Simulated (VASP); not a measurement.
# Run report: PbO2, band-structure run (part 2 of 2)

Continued. System: PbO2 (P4₂/mnm, 6 atoms in the cell). Method: Kohn-Sham DFT of a periodic cell, PBEsol, VASP PAW PBE potentials, recommended, no spin polarisation (VASP 6.6.1); cutoff 520 eV, 6×6×8 k-mesh, fermi-dirac of 0.05 eV. The structure derives from a Materials Project entry.

Geometry of the input (Å; fractional positions):
```
4.9950  0.0000  0.0000
0.0000  4.9950  0.0000
0.0000  0.0000  3.4090
Pb 0.5000  0.5000  0.5000
Pb 0.0000  0.0000  0.0000
O  0.6926  0.6926  0.0000
O  0.8074  0.1926  0.5000
O  0.1926  0.8074  0.5000
O  0.3074  0.3074  0.0000
```

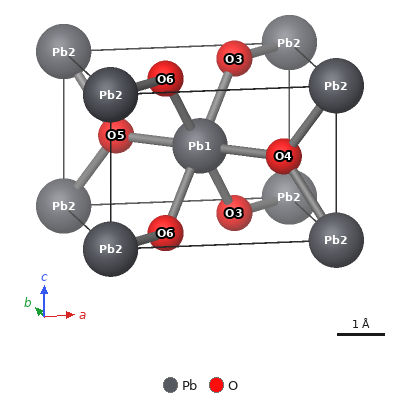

**Figure 1.** The input geometry (ball-and-stick view of the cell of the calculation, seen slightly off an axis; atoms are numbered from 1 in the order of the input).

**Parts of OUTCAR, continued**
```
   k-points           NKPTS =     50   k-points in BZ     NKDIM =     50   number of bands    NBANDS=     35
   number of dos      NEDOS =    301   number of ions     NIONS =      6
   total plane-waves  NPLWV =  44800
   dimension x,y,z NGX =    40 NGY =   40 NGZ =   28
   dimension x,y,z NGXF=    80 NGYF=   80 NGZF=   56
   ions per type =               2   4
   NGX,Y,Z   is equivalent  to a cutoff of  13.31, 13.31, 13.65 a.u.
   NGXF,Y,Z  is equivalent  to a cutoff of  26.63, 26.63, 27.31 a.u.
 SYSTEM =  PbO2
   PREC   = accura    normal or accurate (medium, high low for compatibility)
   ISTART =      0    job   : 0-new  1-cont  2-samecut
   ICHARG =      2    charge: 1-file 2-atom 10-const
   ISPIN  =      1    spin polarized calculation?
   LNONCOLLINEAR =      F non collinear calculations
   LSORBIT =      F    spin-orbit coupling
   LASPH  =      T    aspherical Exc in radial PAW
   ENCUT  =  520.0 eV  38.22 Ry    6.18 a.u.   9.29  9.29  6.34*2*pi/ulx,y,z
   NELM   =     60;   NELMIN=  2; NELMDL= -5     # of ELM steps
   EDIFF  = 0.1E-05   stopping-criterion for ELM
   LREAL  =      F    real-space projection
   EDIFFG = 0.1E-04   stopping-criterion for IOM
   NSW    =      0    number of steps for IOM
   IBRION =     -1    ionic relax: 0-MD 1-quasi-New 2-CG
   NFREE  =      0    steps in history (QN), initial steepest desc. (CG)
   ISIF   =      2    stress and relaxation
   ISYM   =      2    0-nonsym 1-usesym 2-fastsym
   POTIM  = 0.5000    time-step for ionic-motion
   TEBEG  =    0.0;   TEEND  =   0.0 temperature during run
   PSTRESS=    0.0 pullay stress
   NELECT =      52.0000    total number of electrons
   NUPDOWN=      -1.0000    fix difference up-down
   EMIN   =  10.00;   EMAX   =-10.00  energy-range for DOS
   EFERMI =   0.00;   METHOD = LEGACY
   ISMEAR =    -1;   SIGMA  =   0.05  broadening in eV -4-tet -1-fermi 0-gaus
   EFERMI_NEDOS =   21; number of points for ismear=-14 and -15
   IALGO  =     38    algorithm
   IMIX   =      4    mixing-type and parameters
     AMIX     =   0.40;   BMIX     =  1.00
     AMIX_MAG =   1.60;   BMIX_MAG =  1.00
  volume/ion in A,a.u.               =      14.18        95.66
  Fermi-wavevector in a.u.,A,eV,Ry     =   1.389458  2.625696 26.267337  1.930595
  Thomas-Fermi vector in A             =   2.513487
   LORBIT       =      0    0 simple, 1 ext, 2 COOP (PROOUT), +10 PAW based schemes
   GGA     = PS    functional components
   LHFCALC =     F    Hartree Fock is set to
   AEXX    =    0.0000 exact exchange contribution
   IVDW    =     0    specifies the selected vdW correction
   LEPSILON=     F    determine dielectric tensor
   LRPA    =     F    only Hartree local field effects (RPA)
 non-spin polarized calculation
  energy-cutoff  :      520.00
  volume of cell :       85.05
 maximum number of plane-waves:      2308
 NGX is ok and might be reduce to    40
   NGX = 19   NGY = 19   NGZ = 13

 number of electron      52.0000009 magnetization

 Free energy of the ion-electron system (eV)
  ---------------------------------------------------
  ext. energy  EPLUGINS =         0.00000000
  ---------------------------------------------------
  free energy    TOTEN  =       -34.06739276 eV

  energy without entropy =      -34.06326836  energy(sigma->0) =      -34.06533056

 E-fermi :   4.1068     XC(G=0): -10.8770     alpha+bet :-12.2561

 val. band max:        4.0466757250   @ k =   0.0000   0.0000   0.1250
 cond. band min:       4.1117755671   @ k =   0.1667   0.0000   0.0000
 fundamental gap:      0.0650998421
 Fermi energy:         4.1067505230

 k-point     1 :       0.0000    0.0000    0.0000
  band No.  band energies     occupation
      1     -14.1576      2.00000
      2     -14.0383      2.00000
      3     -12.3658      2.00000
      4     -12.3658      2.00000
      5     -11.4402      2.00000
      6     -11.2386      2.00000
      7     -11.2040      2.00000
      8     -11.2040      2.00000
      9     -11.0250      2.00000
     10     -10.9140      2.00000
     11     -10.8757      2.00000
     12     -10.8456      2.00000
     13     -10.8456      2.00000
     14      -8.7624      2.00000
     15      -4.0612      2.00000
     16       0.6790      2.00000
     17       0.7301      2.00000
     18       0.7301      2.00000
     19       1.9772      2.00000
     20       2.0560      2.00000
     21       2.2744      2.00000
     22       3.3869      2.00000
     23       3.4432      2.00000
     24       3.4432      2.00000
     25       3.4597      2.00000
     26       3.4597      2.00000
     27       4.1485      0.60483
     28       8.2345      0.00000
     29       9.7914      0.00000
     30       9.7914      0.00000
     31      13.5322      0.00000
     32      13.8350      0.00000
     33      14.9647      0.00000
     34      14.9647      0.00000
     35      15.7249      0.00000

 k-point     2 :       0.1667    0.0000    0.0000
  band No.  band energies     occupation
      1     -14.0855      2.00000
      2     -13.9928      2.00000
      3     -12.6223      2.00000
      4     -12.5226      2.00000
      5     -11.2004      2.00000
      6     -11.2001      2.00000
      7     -11.1925      2.00000
      8     -11.1752      2.00000
      9     -11.0125      2.00000
     10     -10.8842      2.00000
     11     -10.8505      2.00000
     12     -10.8502      2.00000
     13     -10.8436      2.00000
     14      -8.8710      2.00000
     15      -3.8903      2.00000
     16      -0.0903      2.00000
     17       0.7779      2.00000
     18       0.8639      2.00000
     19       2.0586      2.00000
     20       2.1643      2.00000
     21       2.3007      2.00000
     22       3.1910      2.00000
     23       3.4266      2.00000
     24       3.4364      2.00000
     25       3.4908      1.99999
     26       4.0061      1.76423
     27       4.1118      0.94979
     28       8.0166      0.00000
     29       9.9004      0.00000
     30       9.9511      0.00000
     31      13.5529      0.00000
     32      14.0697      0.00000
     33      14.7090      0.00000
     34      15.2970      0.00000
     35      15.7283      0.00000

 k-point     3 :       0.3333    0.0000    0.0000
  band No.  band energies     occupation
      1     -13.8993      2.00000
      2     -13.8696      2.00000
      3     -12.9894      2.00000
      4     -12.8626      2.00000
      5     -11.1927      2.00000
      6     -11.1922      2.00000
      7     -11.1162      2.00000
      8     -11.0443      2.00000
      9     -10.9803      2.00000
     10     -10.9073      2.00000
     11     -10.8603      2.00000
     12     -10.8598      2.00000
     13     -10.3700      2.00000
     14      -9.2090      2.00000
     15      -3.3572      2.00000
     16      -1.3377      2.00000
     17       1.0544      2.00000
     18       1.1974      2.00000
     19       1.8588      2.00000
     20       2.0421      2.00000
     21       2.3147      2.00000
     22       3.0837      2.00000
     23       3.4045      2.00000
     24       3.4198      2.00000
     25       3.5713      1.99996
     26       3.8210      1.99342
     27       5.2240      0.00000
     28       7.3952      0.00000
     29      10.1887      0.00000
     30      10.2689      0.00000
     31      13.5707      0.00000
     32      14.1576      0.00000
     33      14.7121      0.00000
     34      15.8237      0.00000
     35      15.9318      0.00000

 k-point     4 :       0.5000    0.0000    0.0000
  band No.  band energies     occupation
      1     -13.7660      2.00000
      2     -13.7660      2.00000
      3     -13.1230      2.00000
      4     -13.1230      2.00000
      5     -11.1884      2.00000
      6     -11.1884      2.00000
      7     -11.0621      2.00000
      8     -11.0621      2.00000
      9     -10.9415      2.00000
     10     -10.9415      2.00000
     11     -10.8651      2.00000
     12     -10.8651      2.00000
     13      -9.7448      2.00000
     14      -9.7448      2.00000
     15      -2.4763      2.00000
     16      -2.4763      2.00000
     17       1.4481      2.00000
     18       1.4481      2.00000
     19       1.6138      2.00000
     20       1.6138      2.00000
     21       2.7169      2.00000
     22       2.7169      2.00000
     23       3.4041      2.00000
     24       3.4041      2.00000
     25       3.6775      1.99963
     26       3.6775      1.99963
     27       6.4222      0.00000
     28       6.4222      0.00000
     29      10.4043      0.00000
     30      10.4043      0.00000
     31      13.7102      0.00000
     32      13.7102      0.00000
     33      15.6100      0.00000
     34      15.6109      0.00000
     35      16.0369      0.00000

 k-point     5 :       0.1667    0.1667    0.0000
  band No.  band energies     occupation
      1     -14.0909      2.00000
      2     -13.8889      2.00000
      3     -12.9265      2.00000
      4     -12.3857      2.00000
      5     -11.2718      2.00000
      6     -11.2052      2.00000
      7     -11.1918      2.00000
      8     -11.0621      2.00000
      9     -11.0017      2.00000
     10     -10.8907      2.00000
     11     -10.8603      2.00000
     12     -10.8451      2.00000
     13     -10.7360      2.00000
     14      -8.9911      2.00000
     15      -3.7041      2.00000
     16      -0.3577      2.00000
     17       0.7559      2.00000
     18       0.8647      2.00000
     19       2.0688      2.00000
     20       2.1187      2.00000
     21       2.2238      2.00000
     22       3.1703      2.00000
     23       3.4158      2.00000
     24       3.4291      2.00000
     25       3.4773      1.99999
     26       3.9571      1.90459
     27       4.5531      0.00027
     28       7.8379      0.00000
     29      10.0214      0.00000
     30      10.0962      0.00000
     31      13.4848      0.00000
     32      14.2722      0.00000
     33      14.7472      0.00000
     34      15.2563      0.00000
     35      15.7261      0.00000

 [... the levels of 18 k-points are left out ...]

 k-point    24 :       0.5000    0.0000    0.2500
  band No.  band energies     occupation
      1     -13.5885      2.00000
      2     -13.5885      2.00000
      3     -13.3028      2.00000
      4     -13.3028      2.00000
      5     -11.1116      2.00000
      6     -11.1116      2.00000
      7     -10.9699      2.00000
      8     -10.9699      2.00000
      9     -10.9178      2.00000
     10     -10.9178      2.00000
     11     -10.8764      2.00000
     12     -10.8764      2.00000
     13      -9.3427      2.00000
     14      -9.3427      2.00000
     15      -2.7592      2.00000
     16      -2.7592      2.00000
     17      -0.1002      2.00000
     18      -0.1002      2.00000
     19       1.5851      2.00000
     20       1.5851      2.00000
     21       2.9103      2.00000
     22       2.9103      2.00000
     23       3.3552      2.00000
     24       3.3552      2.00000
     25       3.5097      1.99999
     26       3.5097      1.99999
     27       7.3148      0.00000
     28       7.3148      0.00000
     29      11.7320      0.00000
     30      11.7320      0.00000
     31      12.6831      0.00000
     32      12.6831      0.00000
     33      15.3088      0.00000
     34      15.3088      0.00000
     35      16.1272      0.00000

 [... further k-points ...]

------------------------ aborting loop because EDIFF is reached ----------------------------------------

  FORCE on cell =-STRESS in cart. coord.  units (eV):
  Direction    XX          YY          ZZ          XY          YZ          ZX
  --------------------------------------------------------------------------------------
  -------------------------------------------------------------------------------------
  Total        0.2185282      0.2185282      0.3192164      0.0000000      0.0000000      0.0000000
  in kB        4.1164897      4.1164897      6.0131869      0.0000000      0.0000000      0.0000000
  external PRESSURE =       4.7487221 kB  Pullay stress =       0.0000000 kB

 VOLUME and BASIS-vectors are now :
 -----------------------------------------------------------------------------
  energy-cutoff  :      520.00
  volume of cell :       85.05
      direct lattice vectors                 reciprocal lattice vectors
     4.994959870  0.000000000  0.000000000     0.200201809  0.000000000  0.000000000
     0.000000000  4.994959870  0.000000000     0.000000000  0.200201809  0.000000000
     0.000000000  0.000000000  3.409000960     0.000000000  0.000000000  0.293341073

 POSITION                                       TOTAL-FORCE (eV/Angst)
 -----------------------------------------------------------------------------------
      2.49748      2.49748      1.70450         0.000000     -0.000000      0.000000
      0.00000      0.00000      0.00000         0.000000     -0.000000      0.000000
      3.45936      3.45936      0.00000        -0.004566     -0.004566      0.000000
      4.03308      0.96188      1.70450         0.004566     -0.004566      0.000000
      0.96188      4.03308      1.70450        -0.004566      0.004566      0.000000
      1.53560      1.53560      0.00000         0.004566      0.004566     -0.000000
 -----------------------------------------------------------------------------------
    total drift:                               -0.000000      0.000000      0.000000

  FREE ENERGIE OF THE ION-ELECTRON SYSTEM (eV)
  ---------------------------------------------------
  free  energy   TOTEN  =       -34.0673927618 eV

  energy  without entropy=      -34.0632683591  energy(sigma->0) =      -34.06533056
```

**CONTCAR**
```
PbO2
   1.00000000000000
     4.9949598699999997    0.0000000000000000    0.0000000000000000
     0.0000000000000000    4.9949598699999997    0.0000000000000000
     0.0000000000000000    0.0000000000000000    3.4090009600000002
  Pb              O
     2     4
Direct
     0.5000000000000000    0.5000000000000000    0.5000000000000000
     0.0000000000000000    0.0000000000000000    0.0000000000000000
     0.6925710399999971    0.6925710399999971    0.0000000000000000
     0.8074289600000029    0.1925710399999971    0.5000000000000000
     0.1925710399999971    0.8074289600000029    0.5000000000000000
     0.3074289600000029    0.3074289600000029    0.0000000000000000

  0.00000000E+00  0.00000000E+00  0.00000000E+00
  0.00000000E+00  0.00000000E+00  0.00000000E+00
  0.00000000E+00  0.00000000E+00  0.00000000E+00
  0.00000000E+00  0.00000000E+00  0.00000000E+00
  0.00000000E+00  0.00000000E+00  0.00000000E+00
  0.00000000E+00  0.00000000E+00  0.00000000E+00
```
